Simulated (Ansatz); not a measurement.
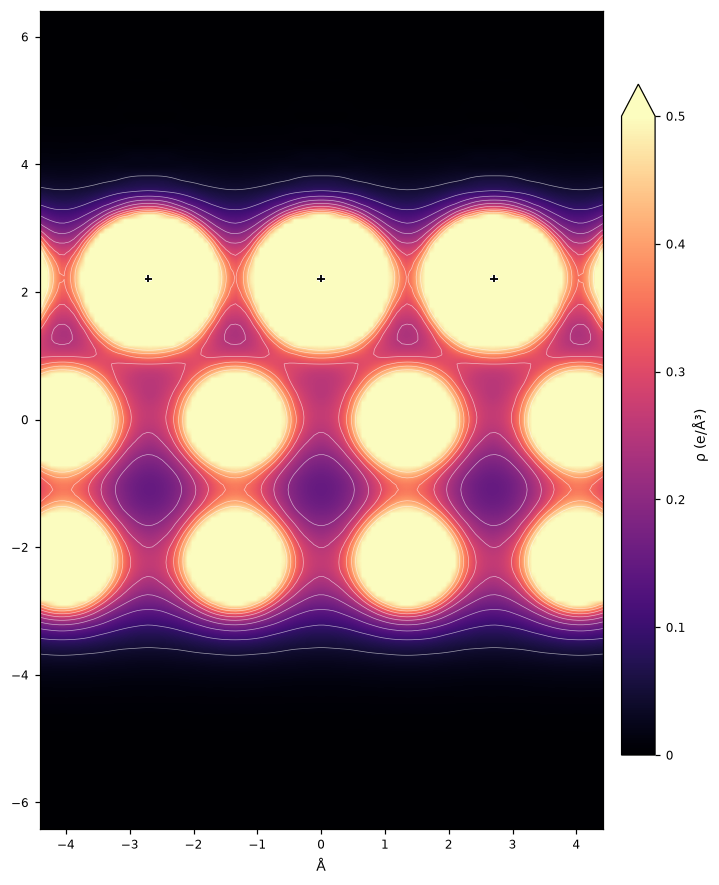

The valence electron density on a plane through atoms (crosses mark nuclei in the plane).

All numbers below come from Ansatz, DFT PBE, scalar-relativistic, plane waves, PAW.

Candidates:
A. Si, a = 5.47 Å, b = 5.47 Å, c = 5.47 Å, α = 90.00°, β = 90.00°, γ = 90.00°. Space group Fd-3m.
B. Rh (slab), a = 2.71 Å, b = 2.71 Å, c = 19.42 Å, α = 90.00°, β = 90.00°, γ = 120.00°. Not relaxed (largest force 0.5 eV/Å); computed without spin polarisation.
C. TiO$_{2}$, a = 4.64 Å, b = 4.64 Å, c = 2.96 Å, α = 90.00°, β = 90.00°, γ = 90.00°. Space group P4₂/mnm; computed without spin polarisation.

### Which candidate gave the map?

Candidate B: Rh on the (100) plane of the calculation cell, a cut from vacuum to vacuum, which holds Rh. Rh–Rh (2.71 Å): ρ is about 0.35 e/Å³ halfway.
